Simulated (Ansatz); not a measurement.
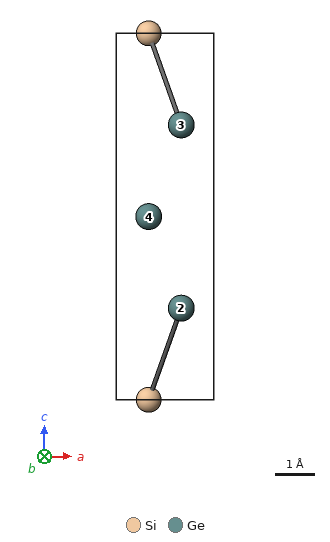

*The structure as given in the input (ball-and-stick view of the cell of the calculation, along the b axis; atoms are numbered from 1 in the order of the input).*

# Run report: Ge₃Si, geometry relaxation (part 1 of 2)

The run: geometry relaxation of Ge₃Si (P-6m2, 4 atoms in the cell). Method and program: DFT PBE, scalar-relativistic, plane waves, PAW, no spin polarisation (Ansatz 0.2.0).

The structure was made by a generator, so it may or may not be a known phase. Figures and captions count atoms from 1; the log counts them from 0 in places.

### The input
```yaml
crystal:
  lattice:
    - [2.96312378, 0.0, 0.0]
    - [-1.48156189, 2.56614047, 0.0]
    - [0.0, 0.0, 9.60693723]
  atoms:
    - { symbol: Si, position: [0.33333333, 0.66666667, 0.0] }
    - { symbol: Ge, position: [0.66666667, 0.33333333, 0.25] }
    - { symbol: Ge, position: [0.66666667, 0.33333333, 0.75] }
    - { symbol: Ge, position: [0.33333333, 0.66666667, 0.5] }
basis:
  ecutwfc: 420
kpoints:
  mp_grid: { grid: [18, 18, 6] }
hamiltonian:
  xc: pbe
scf:
  occupations: { method: gaussian, width: 0.1 }
output:
  forces: true
  stress: true
  eigenvalues: true
  write_density: true
  write_potential: true
  elf: true
  volumetric_format: npy
relax:
  adjacent_minimum: "off"
  f_tol: 0.01
  max_steps: 80
  cell: { stress_tol: 0.05 }
```

Machine: 1 thread of Intel Xeon @ 2.70GHz, 189 GiB of memory available, shared host.

Launch command:
```bash
ansatz run input.yaml --threads 1 --pin off --max-ram 2560MiB --backend cpu --events-out ev --progress --plain --runs-dir out
```

### The program's output
```
Engine: ansatz 0.2.0, x86_64-unknown-linux-gnu
Pseudopotentials: kind: paw
Pseudopotential: Si, paw, valence charge 4, recommended cutoff 420 eV (normal), Si.paw.azcp
Pseudopotential: Ge, paw, valence charge 14, recommended cutoff 420 eV (normal), Ge.paw.azcp
Functional definition: PBE
  parameter kappa = 0.804
  parameter beta = 0.06672455060314922
  exchange = pbe_x(kappa = kappa, mu = beta*pi^2/3)
  correlation = pbe_c(beta = beta)
Crystal: 4 atoms, lattice volume = 73.049 Å³
Basis set: ecut = 420 eV, 1389 PW (Γ), exchange–correlation on 40×40×144 points (8 copies of the dense FFT grid, shifted against one another)
Bands: 28, of which v1, the nominal top of the filled ones, is band 23 counted from 1 (22 counted from 0)
Symmetry: 12 space group operations
Space group: P-6m2 (ITA 187), of the structure as read, at distance tolerance 4.2e-5 Å
k-points: 148 of 1944 (time reversal used)
Non-local potential: Si, projectors of the file, l = 0: 2, l = 1: 2, l = 2: 2
Non-local potential: Ge, projectors of the file, l = 0: 2, l = 1: 2, l = 2: 3, l = 3: 1
PAW form: soft (Blöchl's): semilocal exchange-correlation on the pseudo side does not see the compensation charge
PAW one-centre angular grid: Si, 110 points (default); XC on 64 Gauss nodes
PAW one-centre angular grid: Ge, 590 points (default); XC on 64 Gauss nodes
Initial density: superposition of atomic densities (neutral atoms: chi_scale 0, normalization atom), corrected by the library's trained network
Initial wavefunctions: pseudopotential atomic-orbital guess
Functional: x = pbe(κ = 0.804, μ = 0.2195149727645171), c = pbe(β = 0.06672455060314922)
SCF iter   1: F=—  HF=-13519.046673 eV  |F-HF|=—  |Δ(HF+E_count)|=         —  Δρ=2.28e-3  dr2=3.41e-2  ethr=1.77e-3  ⟨swp⟩=5.7  Hψ=17092  notcnv=0
preconditioner: auto → Kerker (q_TF=auto, 2.526 Å⁻¹)  [metal: Δε(μ)=0.039 eV  Ē_g=20.750 eV  σ=0.100 eV  W_gap=0.22  n_scr=12 (ndim 8)  ℏωp=29.5 eV  f_vac=0.000  D(μ)=1.53/eV (n_scr^D=4)]
SCF iter   2: F=—  HF=-13519.044462 eV  |F-HF|=—  |Δ(HF+E_count)|=   2.21e-3  Δρ=1.40e-3  dr2=1.33e-2  ethr=7.40e-5  ⟨swp⟩=1.0  Hψ=5329  notcnv=0
SCF iter   3: F=—  HF=-13519.043683 eV  |F-HF|=—  |Δ(HF+E_count)|=   7.80e-4  Δρ=3.10e-4  dr2=6.87e-5  ethr=2.90e-5  ⟨swp⟩=1.8  Hψ=4356  notcnv=0
SCF iter   4: F=—  HF=-13519.043683 eV  |F-HF|=—  |Δ(HF+E_count)|=   1.07e-7  Δρ=1.44e-4  dr2=1.63e-5  ethr=1.49e-7  ⟨swp⟩=2.0  Hψ=7422  notcnv=0
SCF iter   5: F=—  HF=-13519.043682 eV  |F-HF|=—  |Δ(HF+E_count)|=   1.07e-6  Δρ=5.37e-5  dr2=4.44e-6  ethr=3.54e-8  ⟨swp⟩=2.1  Hψ=7436  notcnv=0
SCF iter   6: F=—  HF=-13519.043681 eV  |F-HF|=—  |Δ(HF+E_count)|=   3.21e-7  Δρ=1.30e-5  dr2=2.71e-7  ethr=9.65e-9  ⟨swp⟩=2.1  Hψ=5577  notcnv=0
SCF iter   7: F=-13519.043681 eV  HF=-13519.043681 eV  |F-HF|=4.97e-8  |Δ(HF+E_count)|=   6.66e-9  Δρ=5.07e-6  dr2=1.58e-8  ethr=2.17e-10  ⟨swp⟩=9.3  Hψ=25081  notcnv=0
the search or the solves at the SCF's close seem to have found levels that the self-consistency loop had missed (the run counts 1). By its estimate they hold under 1e-12 electrons; where the run keeps them, the occupations were computed again with them
SCF 1 converged in 7 iterations: F = -13519.043681 eV  dr2 = 1.58e-8
  greatest PAW one-centre occupation: 0.998 electrons in one spin orbital (limit 2), on the Ge atom at site 3 (counted from 0), in its partial waves of l = 2
relax step   1: F+E_penalty+E_count = -13519.04368133 eV  Δ(F+E_penalty+E_count) = +0.000e0 eV  max|allowed force component| = 4.049e-1 eV/Å  Δτ_max = 0.0000 Å  P = -0.066 GPa  Ω = 73.049 Å³  (7 SCF iters, dr2 threshold 1.00e-7 eV, accepted)
Crystal: 4 atoms, lattice volume = 72.931 Å³
Initial density: handed on by an earlier stage of this run
Initial wavefunctions: those handed on with the density
iter 1 solved again at ethr=1.84e-4 eV; its pass at ethr=3.10e-3 eV (dr2=8.48e-2 eV) is discarded
SCF iter   1: F=—  HF=-13519.104534 eV  |F-HF|=—  |Δ(HF+E_count)|=         —  Δρ=5.37e-3  dr2=8.73e-2  ethr=1.84e-4  ⟨swp⟩=1.0  Hψ=19753  notcnv=0
preconditioner: auto → Kerker (q_TF=auto, 2.527 Å⁻¹)  [metal: Δε(μ)=0.018 eV  Ē_g=20.763 eV  σ=0.100 eV  W_gap=0.10  n_scr=12 (ndim 8)  ℏωp=29.5 eV  f_vac=0.000  D(μ)=1.39/eV (n_scr^D=4)]
SCF iter   2: F=—  HF=-13519.099689 eV  |F-HF|=—  |Δ(HF+E_count)|=   4.85e-3  Δρ=3.23e-3  dr2=3.59e-2  ethr=1.84e-4  ⟨swp⟩=1.0  Hψ=4144  notcnv=0
SCF iter   3: F=—  HF=-13519.096481 eV  |F-HF|=—  |Δ(HF+E_count)|=   3.21e-3  Δρ=5.28e-4  dr2=4.42e-4  ethr=7.80e-5  ⟨swp⟩=1.8  Hψ=4430  notcnv=0
SCF iter   4: F=—  HF=-13519.096421 eV  |F-HF|=—  |Δ(HF+E_count)|=   6.03e-5  Δρ=2.41e-4  dr2=5.86e-5  ethr=9.61e-7  ⟨swp⟩=2.0  Hψ=7272  notcnv=0
SCF iter   5: F=—  HF=-13519.096436 eV  |F-HF|=—  |Δ(HF+E_count)|=   1.47e-5  Δρ=7.34e-5  dr2=8.33e-6  ethr=1.27e-7  ⟨swp⟩=2.0  Hψ=7421  notcnv=0
SCF iter   6: F=-13519.096434 eV  HF=-13519.096434 eV  |F-HF|=8.07e-8  |Δ(HF+E_count)|=   1.60e-6  Δρ=1.67e-5  dr2=2.12e-7  ethr=8.70e-10  ⟨swp⟩=7.1  Hψ=27124  notcnv=0
SCF 2 converged in 6 iterations: F = -13519.096434 eV  dr2 = 2.12e-7
relax step   2: F+E_penalty+E_count = -13519.09643398 eV  Δ(F+E_penalty+E_count) = -5.275e-2 eV  max|allowed force component| = 6.332e-2 eV/Å  Δτ_max = 0.1451 Å  P = +0.087 GPa  Ω = 72.931 Å³  energy of the carried Pulay correction = +2.484e-5 eV  (6 SCF iters, dr2 threshold 4.00e-7 eV, accepted)
Crystal: 4 atoms, lattice volume = 73.044 Å³
iter 1 solved again at ethr=2.67e-6 eV; its pass at ethr=3.10e-3 eV (dr2=1.23e-3 eV) is discarded
SCF iter   1: F=—  HF=-13519.097426 eV  |F-HF|=—  |Δ(HF+E_count)|=         —  Δρ=7.44e-4  dr2=1.21e-3  ethr=2.67e-6  ⟨swp⟩=2.0  Hψ=18144  notcnv=0
preconditioner: auto → Kerker (q_TF=auto, 2.526 Å⁻¹)  [metal: Δε(μ)=0.005 eV  Ē_g=20.778 eV  σ=0.100 eV  W_gap=0.03  n_scr=12 (ndim 8)  ℏωp=29.5 eV  f_vac=0.000  D(μ)=1.44/eV (n_scr^D=4)]
SCF iter   2: F=—  HF=-13519.097356 eV  |F-HF|=—  |Δ(HF+E_count)|=   7.00e-5  Δρ=4.46e-4  dr2=4.58e-4  ethr=2.63e-6  ⟨swp⟩=1.0  Hψ=4144  notcnv=0
SCF iter   3: F=—  HF=-13519.097314 eV  |F-HF|=—  |Δ(HF+E_count)|=   4.23e-5  Δρ=6.48e-5  dr2=5.57e-6  ethr=9.95e-7  ⟨swp⟩=1.8  Hψ=4416  notcnv=0
SCF iter   4: F=—  HF=-13519.097347 eV  |F-HF|=—  |Δ(HF+E_count)|=   3.33e-5  Δρ=2.79e-5  dr2=6.94e-7  ethr=1.21e-8  ⟨swp⟩=2.1  Hψ=7372  notcnv=0
SCF iter   5: F=-13519.097347 eV  HF=-13519.097347 eV  |F-HF|=5.66e-8  |Δ(HF+E_count)|=   2.41e-7  Δρ=8.48e-6  dr2=1.02e-7  ethr=5.45e-10  ⟨swp⟩=8.6  Hψ=26944  notcnv=0
SCF 3 converged in 5 iterations: F = -13519.097347 eV  dr2 = 1.02e-7
relax step   3: F+E_penalty+E_count = -13519.09734715 eV  Δ(F+E_penalty+E_count) = -9.132e-4 eV  max|allowed force component| = 1.337e-2 eV/Å  Δτ_max = 0.0195 Å  P = -0.104 GPa  Ω = 73.044 Å³  energy of the carried Pulay correction = +1.114e-6 eV  (5 SCF iters, dr2 threshold 2.51e-7 eV, accepted)
Crystal: 4 atoms, lattice volume = 72.882 Å³
iter 1 solved again at ethr=1.71e-7 eV; its pass at ethr=3.10e-3 eV (dr2=7.89e-5 eV) is discarded
SCF iter   1: F=—  HF=-13519.097430 eV  |F-HF|=—  |Δ(HF+E_count)|=         —  Δρ=1.36e-4  dr2=8.05e-5  ethr=1.71e-7  ⟨swp⟩=2.9  Hψ=20539  notcnv=0
preconditioner: auto → Kerker (q_TF=auto, 2.527 Å⁻¹)  [metal: Δε(μ)=0.014 eV  Ē_g=20.780 eV  σ=0.100 eV  W_gap=0.08  n_scr=12 (ndim 8)  ℏωp=29.5 eV  f_vac=0.000  D(μ)=1.40/eV (n_scr^D=4)]
SCF iter   2: F=—  HF=-13519.097459 eV  |F-HF|=—  |Δ(HF+E_count)|=   2.95e-5  Δρ=8.06e-5  dr2=2.86e-5  ethr=1.71e-7  ⟨swp⟩=1.0  Hψ=4144  notcnv=0
SCF iter   3: F=—  HF=-13519.097455 eV  |F-HF|=—  |Δ(HF+E_count)|=   4.63e-6  Δρ=1.59e-5  dr2=6.53e-7  ethr=6.21e-8  ⟨swp⟩=1.7  Hψ=4393  notcnv=0
SCF iter   4: F=—  HF=-13519.097455 eV  |F-HF|=—  |Δ(HF+E_count)|=   1.20e-7  Δρ=6.52e-6  dr2=6.15e-8  ethr=1.42e-9  ⟨swp⟩=2.0  Hψ=7257  notcnv=0
SCF iter   5: F=-13519.097455 eV  HF=-13519.097455 eV  |F-HF|=1.98e-9  |Δ(HF+E_count)|=   1.82e-8  Δρ=2.51e-6  dr2=5.95e-9  ethr=1.23e-10  ⟨swp⟩=7.0  Hψ=21547  notcnv=0
the search or the solves at the SCF's close seem to have found levels that the self-consistency loop had missed (the run counts 1). By its estimate they hold under 1e-12 electrons; where the run keeps them, the occupations were computed again with them
SCF 4 converged in 5 iterations: F = -13519.097455 eV  dr2 = 5.95e-9
relax step   4: F+E_penalty+E_count = -13519.09745457 eV  Δ(F+E_penalty+E_count) = -1.074e-4 eV  max|allowed force component| = 1.633e-3 eV/Å  Δτ_max = 0.0027 Å  P = +0.058 GPa  Ω = 72.882 Å³  energy of the carried Pulay correction = +3.512e-5 eV  (5 SCF iters, dr2 threshold 5.64e-8 eV, accepted)
Crystal: 4 atoms, lattice volume = 72.946 Å³
iter 1 solved again at ethr=1.57e-9 eV; its pass at ethr=3.10e-3 eV (dr2=7.21e-7 eV) is discarded
SCF iter   1: F=—  HF=-13519.097421 eV  |F-HF|=—  |Δ(HF+E_count)|=         —  Δρ=3.18e-5  dr2=7.92e-7  ethr=1.57e-9  ⟨swp⟩=2.1  Hψ=20525  notcnv=0
preconditioner: auto → Kerker (q_TF=auto, 2.526 Å⁻¹)  [metal: Δε(μ)=0.006 eV  Ē_g=20.780 eV  σ=0.100 eV  W_gap=0.03  n_scr=12 (ndim 8)  ℏωp=29.5 eV  f_vac=0.000  D(μ)=1.40/eV (n_scr^D=4)]
SCF iter   2: F=—  HF=-13519.097455 eV  |F-HF|=—  |Δ(HF+E_count)|=   3.34e-5  Δρ=1.95e-5  dr2=2.96e-7  ethr=1.57e-9  ⟨swp⟩=1.0  Hψ=4145  notcnv=0
SCF iter   3: F=-13519.097455 eV  HF=-13519.097455 eV  |F-HF|=1.12e-8  |Δ(HF+E_count)|=   1.88e-8  Δρ=3.24e-6  dr2=6.65e-9  ethr=2.37e-11  ⟨swp⟩=5.7  Hψ=23777  notcnv=0
SCF 5 converged in 3 iterations: F = -13519.097455 eV  dr2 = 6.65e-9
relax step   5: F+E_penalty+E_count = -13519.09745463 eV  Δ(F+E_penalty+E_count) = -5.677e-8 eV  max|allowed force component| = 4.806e-4 eV/Å  Δτ_max = 0.0007 Å  P = +0.001 GPa  Ω = 72.946 Å³  energy of the carried Pulay correction = +2.160e-5 eV  (3 SCF iters, dr2 threshold 1.09e-8 eV, accepted)
Initial wavefunctions: pseudopotential atomic-orbital guess (no wavefunctions were taken with the density)
iter 1 solved again at ethr=7.85e-8 eV; its pass at ethr=3.10e-3 eV (dr2=3.61e-5 eV) is discarded
SCF iter   1: F=—  HF=-13519.097266 eV  |F-HF|=—  |Δ(HF+E_count)|=         —  Δρ=2.49e-4  dr2=9.40e-7  ethr=7.85e-8  ⟨swp⟩=2.5  Hψ=26177  notcnv=0
preconditioner: auto → Kerker (q_TF=auto, 2.526 Å⁻¹)  [metal: Δε(μ)=0.006 eV  Ē_g=20.779 eV  σ=0.100 eV  W_gap=0.03  n_scr=12 (ndim 8)  ℏωp=29.5 eV  f_vac=0.000  D(μ)=1.40/eV (n_scr^D=4)]
SCF iter   2: F=—  HF=-13519.097395 eV  |F-HF|=—  |Δ(HF+E_count)|=   1.30e-4  Δρ=1.26e-4  dr2=2.42e-7  ethr=2.04e-9  ⟨swp⟩=1.2  Hψ=4178  notcnv=0
SCF iter   3: F=—  HF=-13519.097435 eV  |F-HF|=—  |Δ(HF+E_count)|=   3.93e-5  Δρ=4.21e-6  dr2=3.09e-9  ethr=5.25e-10  ⟨swp⟩=2.0  Hψ=6476  notcnv=0
SCF iter   4: F=—  HF=-13519.097435 eV  |F-HF|=—  |Δ(HF+E_count)|=   1.98e-8  Δρ=4.29e-7  dr2=1.29e-10  ethr=6.72e-12  ⟨swp⟩=2.0  Hψ=7539  notcnv=0
SCF iter   5: F=-13519.097435 eV  HF=-13519.097435 eV  |F-HF|=3.64e-12  |Δ(HF+E_count)|=  4.37e-11  Δρ=1.63e-7  dr2=2.53e-11  ethr=1.00e-12  ⟨swp⟩=5.2  Hψ=16218  notcnv=0
SCF 6 converged in 5 iterations: F = -13519.097435 eV  dr2 = 2.53e-11
relax step   6: F+E_penalty+E_count = -13519.09743468 eV  Δ(F+E_penalty+E_count) = +1.994e-5 eV  max|allowed force component| = 4.960e-4 eV/Å  Δτ_max = 0.0000 Å  P = -0.001 GPa  Ω = 72.946 Å³  stress off target by 9.71e-3 GPa  SCF on the basis re-selected at this cell (its energy is not comparable with the rows above)  (5 SCF iters)
```

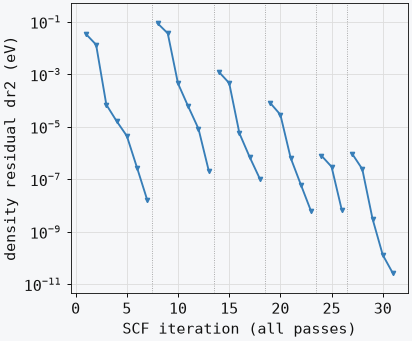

*Convergence of the self-consistent field: density residual dr2 against the SCF iteration. The dotted lines part the SCF passes of the relaxation: geometry steps, rejected trials and re-solves on a re-selected basis.*

The 6 passes take 3 to 7 iterations each, 31 in all.
